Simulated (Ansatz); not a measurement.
**Run report: PtSe4, geometry relaxation (part 1 of 2)**

System: PtSe4 (slab, 5 atoms in the cell).
Method: DFT PBEsol, scalar-relativistic, plane waves, PAW, no spin polarisation (Ansatz 0.2.0).

The structure derives from an entry of the Crystallography Open Database. It belongs to a series of runs on one base structure; here: (0 0 1) slab, atoms relaxed. Figures and captions count atoms from 1; the log counts them from 0 in places.

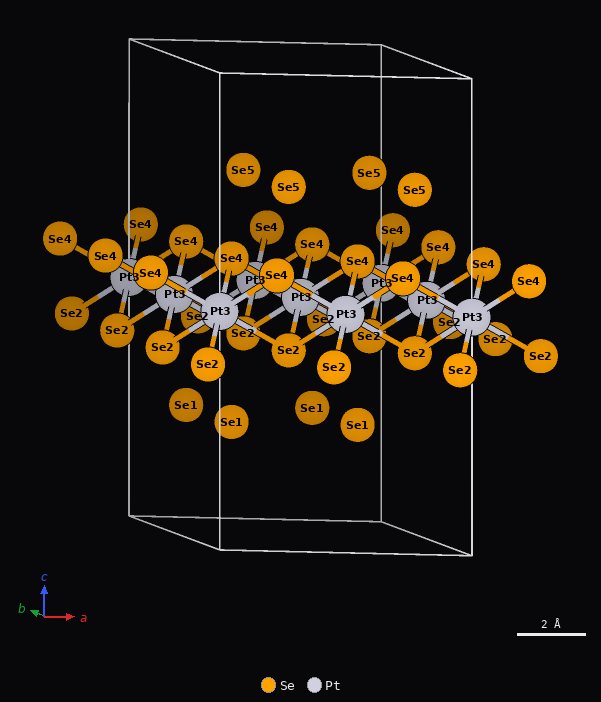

Fig. 1: The starting structure (ball-and-stick view of the 2 × 2 repeat of the cell, with the vacuum cut short, seen slightly off an axis; bonded neighbours outside the cell are drawn too; atoms are numbered from 1 in the order of the input).

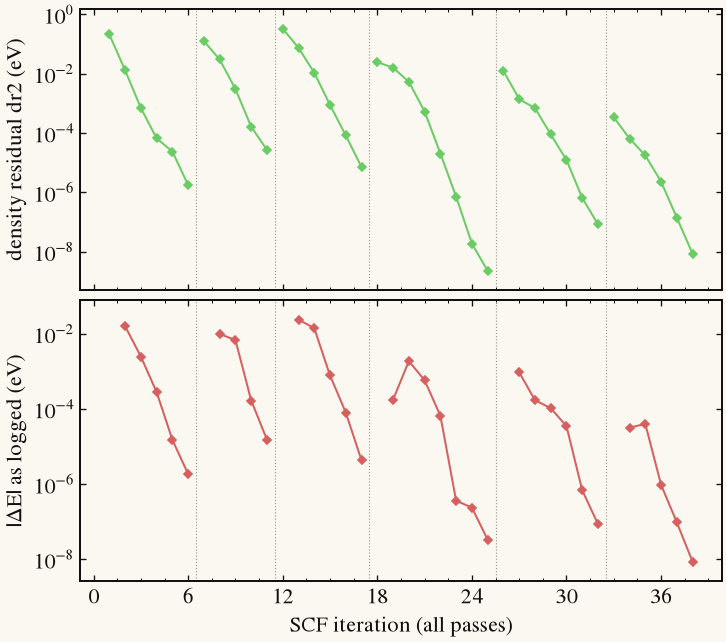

Fig. 2: Convergence of the self-consistent field: density residual dr2 and size of the energy change against the SCF iteration. The dotted lines part the SCF passes of the relaxation: geometry steps, rejected trials and re-solves on a re-selected basis. The 6 passes take 5 to 8 iterations each, 38 in all.

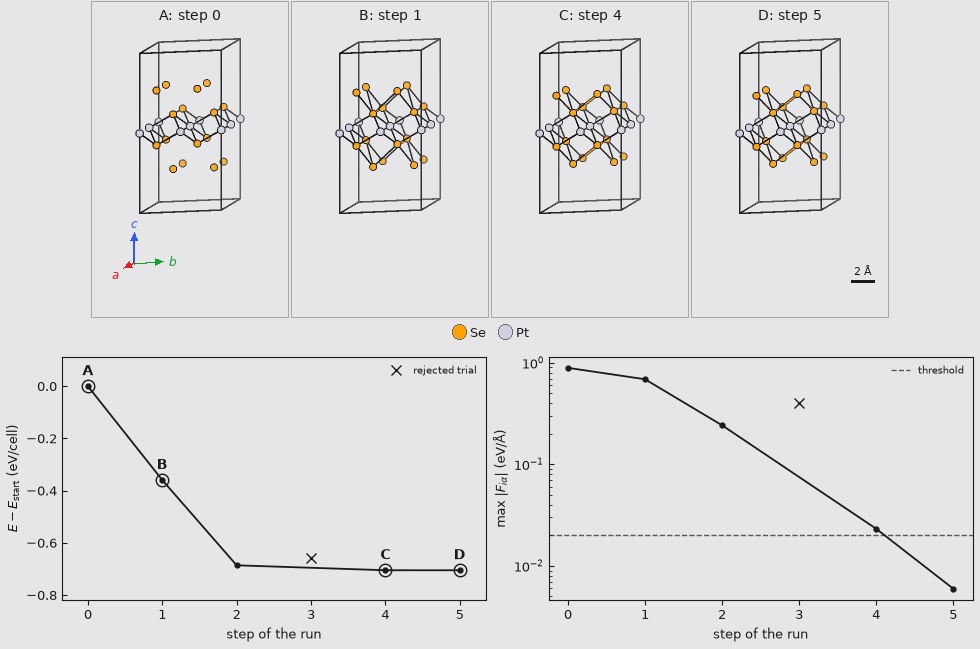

Fig. 3: Frames of the relaxation (ball-and-stick view of the 2 × 2 repeat of the cell, with the vacuum cut short, seen slightly off an axis) above the curves, on which the letters mark them (the first geometry is step 0 here and step 1 in the log).

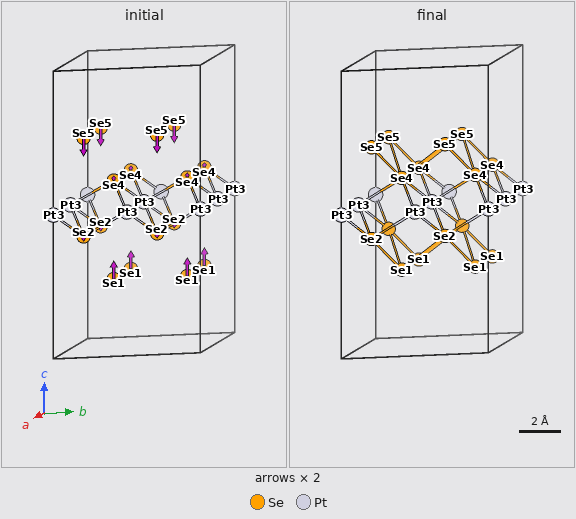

Fig. 4: Before (left) and after (right) the relaxation, at one scale (ball-and-stick view of the 2 × 2 repeat of the cell, with the vacuum cut short, seen slightly off an axis). The pink arrows give the displacements, magnified 2 times. The largest moves, 0.47 Å, are those of Se1 and Se5. Pt stays in place. The cell stays as it was. Among the contacts that change: Se1–Se2 3.182 → 2.776 Å, Pt3–Se4 2.514 → 2.582 Å. Among the angles that change: Se2–Pt3–Se4 83.2° → 86.5°, Se2–Pt3–Se2 96.8° → 93.5°, Pt3–Se2–Pt3 96.8° → 93.5°. The energy falls by 0.705 eV per cell of the calculation in 5 geometry steps. Largest force component: 0.89 eV/Å at the start, 0.006 eV/Å at the end. The line search rejected the trial step at point 3 (counted from 0) and went back. (Atoms are counted from 1 in the order of the input.)

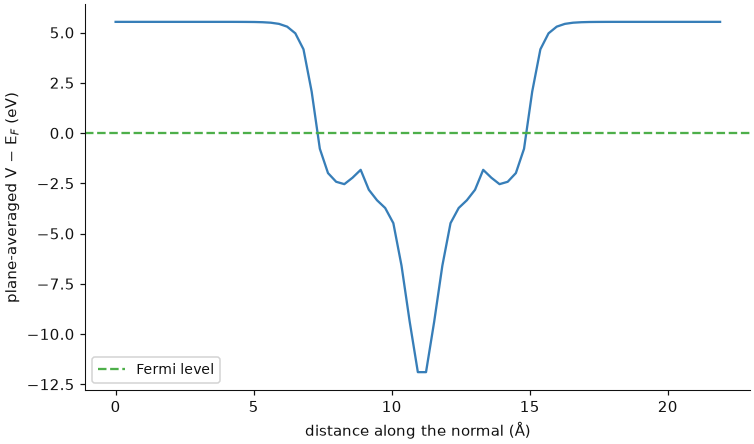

Fig. 5: Plane average of the electrostatic potential energy of an electron across the cell, from the Fermi level. The vacuum level lies 5.53 eV above the Fermi level.

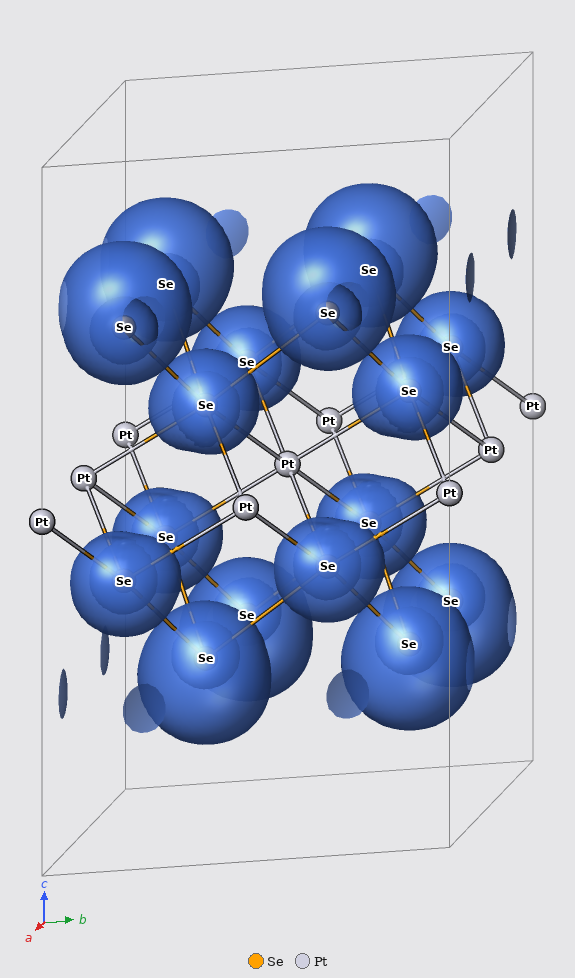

Fig. 6: Isosurface of the ELF at 0.7 (blue), seen slightly off an axis. Only the valence region is drawn (cores and ρ < 0.01 e/Å³ removed). Sticks mark near contacts. Counts are for one cell; the picture repeats the cell along the surface.  Values along the shortest contacts: Pt–Se (2.58 Å): the ELF is about 0.40 at the midpoint. Se–Se (2.78 Å): the ELF peaks at about 0.80 between the atoms. Core electrons are frozen (PAW), so the fields are smoothed inside the atomic spheres.

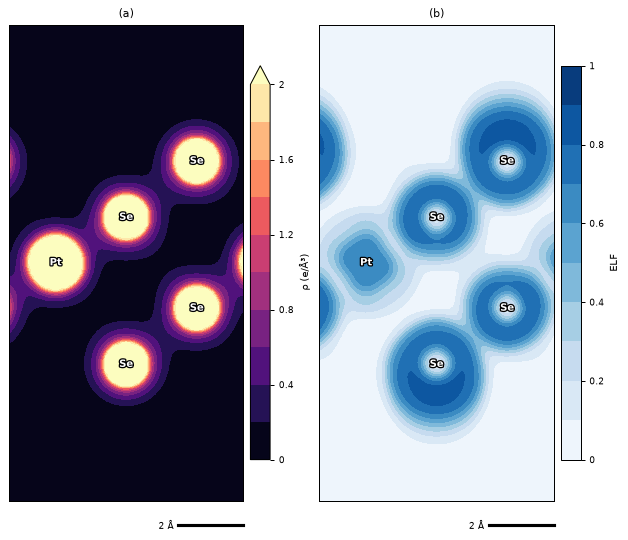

Fig. 7: (a) valence charge density (pseudo); (b) electron localisation function on the (110) plane of the calculation cell, a cut from vacuum to vacuum. The section cuts through Se and Pt sites. Pt–Se (2.58 Å): ρ at the midpoint is about 0.49 e/Å³; the ELF is about 0.40 at the midpoint. Se–Se (2.78 Å): ρ at the midpoint is about 0.33 e/Å³; the ELF peaks at about 0.80 between the atoms. The density dies away to nearly zero in the vacuum. The strong features right at Pt lie inside the PAW spheres (semicore, d or f shells) and say nothing about bonding.

These pictures come from the run below.

Input
```yaml
crystal:
  lattice:
    - [3.7603063796, 0.0, 0.0]
    - [-1.8801531898, 3.2565208507, 0.0]
    - [0.0, 0.0, 22.1900263333]
  atoms:
    - { symbol: Se, position: [0.3333333333, 0.6666666667, 0.3379896845] }
    - { symbol: Se, position: [0.6666666667, 0.3333333333, 0.4428469366] }
    - { symbol: Pt, position: [0.0, 0.0, 0.5] }
    - { symbol: Se, position: [0.3333333333, 0.6666666667, 0.5571530634] }
    - { symbol: Se, position: [0.6666666667, 0.3333333333, 0.6620103155] }
basis:
  ecutwfc: 420
kpoints:
  mp_grid: { grid: [9, 9, 1] }
hamiltonian:
  xc: pbesol
scf:
  occupations: { method: gaussian, width: 0.1 }
output:
  forces: true
  eigenvalues: true
  write_density: true
  write_potential: true
  elf: true
  volumetric_format: npy
relax:
  adjacent_minimum: "off"
  f_tol: 0.02
  max_steps: 60
efield:
  axis: 3
  dipole_correction: true
  ramp_width: 0.04
```

Command:
```bash
ansatz run input.yaml --threads 2 --pin off --max-ram 5632MiB --backend cpu --events-out ev --progress --plain --runs-dir out
```

Log
```
Engine: ansatz 0.2.0, aarch64-unknown-linux-gnu
Pseudopotentials: kind: paw
Pseudopotential: Se, paw, valence charge 16, recommended cutoff 420 eV (normal), Se.paw.azcp
Pseudopotential: Pt, paw, valence charge 18, recommended cutoff 420 eV (normal), Pt.paw.azcp
Functional definition: PBEsol
  exchange = pbesol_x
  correlation = pbesol_c
Crystal: 5 atoms, lattice volume = 271.728 Å³
Basis set: ecut = 420 eV, 5331 PW (Γ), exchange–correlation on 54×54×300 points (8 copies of the dense FFT grid, shifted against one another)
Bands: 50, of which v1, the nominal top of the filled ones, is band 41 counted from 1 (40 counted from 0)
Symmetry: 6 space group operations
k-points: 12 of 81 (time reversal used)
Non-local potential: Se, projectors of the file, l = 0: 2, l = 1: 2, l = 2: 3, l = 3: 1
Non-local potential: Pt, projectors of the file, l = 0: 3, l = 1: 2, l = 2: 2, l = 3: 1
PAW form: soft (Blöchl's): semilocal exchange-correlation on the pseudo side does not see the compensation charge
PAW frozen core: Se, regenerated for the run's functional, and the local potential with it (the file was generated under x = pbe(κ = 0.804, μ = 0.2195149727645171), c = pbe(β = 0.06672455060314922))
PAW frozen core: Pt, regenerated for the run's functional, and the local potential with it (the file was generated under x = pbe(κ = 0.804, μ = 0.2195149727645171), c = pbe(β = 0.06672455060314922))
PAW one-centre angular grid: Se, 590 points (default); XC on 64 Gauss nodes
PAW one-centre angular grid: Pt, 590 points (default); XC on 64 Gauss nodes
Initial density: superposition of atomic densities (neutral atoms: chi_scale 0, normalization atom), corrected by the library's trained network
Initial wavefunctions: pseudopotential atomic-orbital guess
Functional: x = pbesol(κ = 0.804, μ = 0.12345679012345678), c = pbesol(β = 0.046)
SCF iter   1: F=—  HF=-34078.680545 eV  |F-HF|=—  |Δ(HF+E_count)|=         —  Δρ=4.20e-3  dr2=2.11e-1  ethr=1.77e-3  p=0.000 e·Å  D=2.14e-13 V/Å  ΔV_dip=-0.00 eV  dr2_dipole=8.42e-7  V_vac-E_F(+/−)=6.12/6.12 eV  ⟨swp⟩=7.9  Hψ=2433  notcnv=0  defer=7
efield: sawtooth ramp at fractional position 0.9800 (placed from the atoms, in the widest stretch of the axis that holds none; the zero of the levels goes with the place), width 0.0400; the density the first Hamiltonian is built on has a dipole p = 0.000 e·Å; the dipole correction subtracts the counter field D = 2.14e-13 V/Å, which shifts the + side's vacuum level by -0.00 eV against the − side's; the planar-averaged density in the ramp window peaks in size at 1.8e-5 e/Å³
preconditioner: auto → LDOS  [metal: Δε(μ)=0.068 eV  Ē_g=9.427 eV  σ=0.100 eV  W_gap=0.35  n_scr=56 (ndim 8)  ℏωp=13.1 eV  f_vac=0.540  D(μ)=4.35/eV (n_scr^D=12)  β→1.0]
SCF iter   2: F=—  HF=-34078.664633 eV  |F-HF|=—  |Δ(HF+E_count)|=   1.59e-2  Δρ=2.04e-3  dr2=1.31e-2  ethr=2.58e-4  p=0.000 e·Å  D=4.55e-5 V/Å  ΔV_dip=-0.00 eV  dr2_dipole=5.48e-7  V_vac-E_F(+/−)=6.13/6.13 eV  ⟨swp⟩=2.2  Hψ=936  notcnv=0  defer=41
SCF iter   3: F=—  HF=-34078.662151 eV  |F-HF|=—  |Δ(HF+E_count)|=   2.48e-3  Δρ=3.94e-4  dr2=6.98e-4  ethr=1.59e-5  p=0.000 e·Å  D=1.64e-5 V/Å  ΔV_dip=-0.00 eV  dr2_dipole=3.18e-9  V_vac-E_F(+/−)=6.12/6.12 eV  ⟨swp⟩=2.0  Hψ=1018  notcnv=0  defer=41
SCF iter   4: F=—  HF=-34078.661870 eV  |F-HF|=—  |Δ(HF+E_count)|=   2.81e-4  Δρ=1.38e-4  dr2=6.61e-5  ethr=8.52e-7  p=0.000 e·Å  D=8.46e-6 V/Å  ΔV_dip=-0.00 eV  dr2_dipole=4.58e-9  V_vac-E_F(+/−)=6.13/6.13 eV  ⟨swp⟩=2.0  Hψ=1002  notcnv=0  defer=41
SCF iter   5: F=—  HF=-34078.661885 eV  |F-HF|=—  |Δ(HF+E_count)|=   1.51e-5  Δρ=7.92e-5  dr2=2.38e-5  ethr=8.06e-8  p=0.000 e·Å  D=3.15e-6 V/Å  ΔV_dip=-0.00 eV  dr2_dipole=5.95e-10  V_vac-E_F(+/−)=6.13/6.13 eV  ⟨swp⟩=3.0  Hψ=1222  notcnv=0  defer=41
SCF iter   6: F=-34078.661886 eV  HF=-34078.661887 eV  |F-HF|=1.21e-6  |Δ(HF+E_count)|=   1.85e-6  Δρ=1.89e-5  dr2=1.76e-6  ethr=1.22e-8  p=0.000 e·Å  D=2.41e-7 V/Å  ΔV_dip=-0.00 eV  dr2_dipole=2.18e-11  V_vac-E_F(+/−)=6.13/6.13 eV  ⟨swp⟩=20.1  Hψ=5830  notcnv=0
SCF 1 converged in 6 iterations: F = -34078.661886 eV  dr2 = 1.76e-6
  greatest PAW one-centre occupation: 1.000 electrons in one spin orbital (limit 2), on the Pt atom at site 2 (counted from 0), in its partial waves of l = 0
relax step   1: F+E_penalty+E_count = -34078.66188599 eV  Δ(F+E_penalty+E_count) = +0.000e0 eV  max|allowed force component| = 8.917e-1 eV/Å  Δτ_max = 0.0000 Å  (6 SCF iters, dr2 threshold 1.00e-5 eV, accepted)
Initial density: handed on by an earlier stage of this run
Initial wavefunctions: those handed on with the density
iter 1 solved again at ethr=1.39e-4 eV; its pass at ethr=3.10e-3 eV (dr2=1.14e-1 eV) is discarded
SCF iter   1: F=—  HF=-34079.038197 eV  |F-HF|=—  |Δ(HF+E_count)|=         —  Δρ=5.29e-3  dr2=1.26e-1  ethr=1.39e-4  p=0.000 e·Å  D=2.41e-7 V/Å  ΔV_dip=-0.00 eV  dr2_dipole=1.07e-11  V_vac-E_F(+/−)=6.05/6.05 eV  ⟨swp⟩=1.1  Hψ=1946  notcnv=0  defer=39
efield: sawtooth ramp at fractional position 0.9800 (handed on by an earlier solve), width 0.0400; the density the first Hamiltonian is built on has a dipole p = 0.000 e·Å; the dipole correction subtracts the counter field D = 2.41e-7 V/Å, which shifts the + side's vacuum level by -0.00 eV against the − side's; the planar-averaged density in the ramp window peaks in size at 2.2e-5 e/Å³
preconditioner: auto → LDOS  [metal: Δε(μ)=0.051 eV  Ē_g=9.552 eV  σ=0.100 eV  W_gap=0.28  n_scr=56 (ndim 8)  ℏωp=13.1 eV  f_vac=0.555  D(μ)=6.47/eV (n_scr^D=44)  β→1.0]
SCF iter   2: F=—  HF=-34079.028311 eV  |F-HF|=—  |Δ(HF+E_count)|=   9.89e-3  Δρ=3.06e-3  dr2=3.02e-2  ethr=1.39e-4  p=0.000 e·Å  D=9.64e-9 V/Å  ΔV_dip=-0.00 eV  dr2_dipole=4.84e-12  V_vac-E_F(+/−)=5.98/5.98 eV  ⟨swp⟩=2.0  Hψ=809  notcnv=0  defer=39
SCF iter   3: F=—  HF=-34079.021483 eV  |F-HF|=—  |Δ(HF+E_count)|=   6.83e-3  Δρ=6.17e-4  dr2=3.02e-3  ethr=3.68e-5  p=0.000 e·Å  D=1.26e-8 V/Å  ΔV_dip=-0.00 eV  dr2_dipole=1.78e-12  V_vac-E_F(+/−)=5.97/5.97 eV  ⟨swp⟩=2.0  Hψ=1146  notcnv=0  defer=39
SCF iter   4: F=—  HF=-34079.021315 eV  |F-HF|=—  |Δ(HF+E_count)|=   1.68e-4  Δρ=1.51e-4  dr2=1.63e-4  ethr=3.69e-6  p=-0.000 e·Å  D=-1.69e-8 V/Å  ΔV_dip=0.00 eV  dr2_dipole=5.37e-12  V_vac-E_F(+/−)=5.95/5.95 eV  ⟨swp⟩=2.0  Hψ=676  notcnv=0  defer=39
SCF iter   5: F=-34079.021284 eV  HF=-34079.021300 eV  |F-HF|=1.61e-5  |Δ(HF+E_count)|=   1.52e-5  Δρ=5.15e-5  dr2=2.69e-5  ethr=6.06e-8  p=0.000 e·Å  D=1.35e-8 V/Å  ΔV_dip=-0.00 eV  dr2_dipole=3.20e-12  V_vac-E_F(+/−)=5.94/5.94 eV  ⟨swp⟩=19.4  Hψ=5640  notcnv=0
SCF 2 converged in 5 iterations: F = -34079.021284 eV  dr2 = 2.69e-5
relax step   2: F+E_penalty+E_count = -34079.02128357 eV  Δ(F+E_penalty+E_count) = -3.594e-1 eV  max|allowed force component| = 6.886e-1 eV/Å  Δτ_max = 0.1950 Å  (5 SCF iters, dr2 threshold 4.97e-5 eV, accepted)
SCF iter   1: F=—  HF=-34079.386436 eV  |F-HF|=—  |Δ(HF+E_count)|=         —  Δρ=7.57e-3  dr2=3.31e-1  ethr=1.89e-3  p=0.000 e·Å  D=1.35e-8 V/Å  ΔV_dip=-0.00 eV  dr2_dipole=1.04e-12  V_vac-E_F(+/−)=5.68/5.68 eV  ⟨swp⟩=5.5  Hψ=1514  notcnv=0  defer=24
efield: sawtooth ramp at fractional position 0.9800 (handed on by an earlier solve), width 0.0400; the density the first Hamiltonian is built on has a dipole p = 0.000 e·Å; the dipole correction subtracts the counter field D = 1.35e-8 V/Å, which shifts the + side's vacuum level by -0.00 eV against the − side's; the planar-averaged density in the ramp window peaks in size at 2.0e-6 e/Å³
preconditioner: auto → LDOS  [metal: Δε(μ)=0.046 eV  Ē_g=9.583 eV  σ=0.100 eV  W_gap=0.25  n_scr=56 (ndim 8)  ℏωp=13.1 eV  f_vac=0.573  D(μ)=6.95/eV (n_scr^D=56)  β→1.0]
SCF iter   2: F=—  HF=-34079.362545 eV  |F-HF|=—  |Δ(HF+E_count)|=   2.39e-2  Δρ=5.03e-3  dr2=7.45e-2  ethr=4.03e-4  p=-0.000 e·Å  D=-7.73e-8 V/Å  ΔV_dip=0.00 eV  dr2_dipole=1.01e-15  V_vac-E_F(+/−)=5.61/5.61 eV  ⟨swp⟩=2.1  Hψ=896  notcnv=0  defer=32
SCF iter   3: F=—  HF=-34079.348429 eV  |F-HF|=—  |Δ(HF+E_count)|=   1.41e-2  Δρ=1.21e-3  dr2=1.08e-2  ethr=9.08e-5  p=0.000 e·Å  D=7.88e-10 V/Å  ΔV_dip=-0.00 eV  dr2_dipole=2.91e-15  V_vac-E_F(+/−)=5.61/5.61 eV  ⟨swp⟩=2.0  Hψ=1122  notcnv=0  defer=32
SCF iter   4: F=—  HF=-34079.347651 eV  |F-HF|=—  |Δ(HF+E_count)|=   7.78e-4  Δρ=2.67e-4  dr2=8.82e-4  ethr=1.31e-5  p=0.000 e·Å  D=1.37e-8 V/Å  ΔV_dip=-0.00 eV  dr2_dipole=1.02e-13  V_vac-E_F(+/−)=5.58/5.58 eV  ⟨swp⟩=2.0  Hψ=615  notcnv=0  defer=32
SCF iter   5: F=—  HF=-34079.347571 eV  |F-HF|=—  |Δ(HF+E_count)|=   8.00e-5  Δρ=9.09e-5  dr2=8.28e-5  ethr=1.08e-6  p=-0.000 e·Å  D=-1.26e-8 V/Å  ΔV_dip=0.00 eV  dr2_dipole=3.94e-13  V_vac-E_F(+/−)=5.57/5.57 eV  ⟨swp⟩=2.0  Hψ=747  notcnv=0  defer=32
SCF iter   6: F=-34079.347565 eV  HF=-34079.347567 eV  |F-HF|=1.66e-6  |Δ(HF+E_count)|=   4.27e-6  Δρ=3.44e-5  dr2=7.07e-6  ethr=3.61e-8  p=-0.000 e·Å  D=-2.26e-8 V/Å  ΔV_dip=0.00 eV  dr2_dipole=1.50e-15  V_vac-E_F(+/−)=5.56/5.56 eV  ⟨swp⟩=20.2  Hψ=6482  notcnv=0
SCF 3 converged in 6 iterations: F = -34079.347565 eV  dr2 = 7.07e-6
  greatest PAW one-centre occupation: 1.000 electrons in one spin orbital (limit 2), on the Se atom at site 3 (counted from 0), in its partial waves of l = 2
relax step   3: F+E_penalty+E_count = -34079.34756522 eV  Δ(F+E_penalty+E_count) = -3.263e-1 eV  max|allowed force component| = 2.424e-1 eV/Å  Δτ_max = 0.1950 Å  (6 SCF iters, dr2 threshold 2.96e-5 eV, accepted)
iter 1 solved again at ethr=3.02e-5 eV; its pass at ethr=3.10e-3 eV (dr2=2.48e-2 eV) is discarded
```
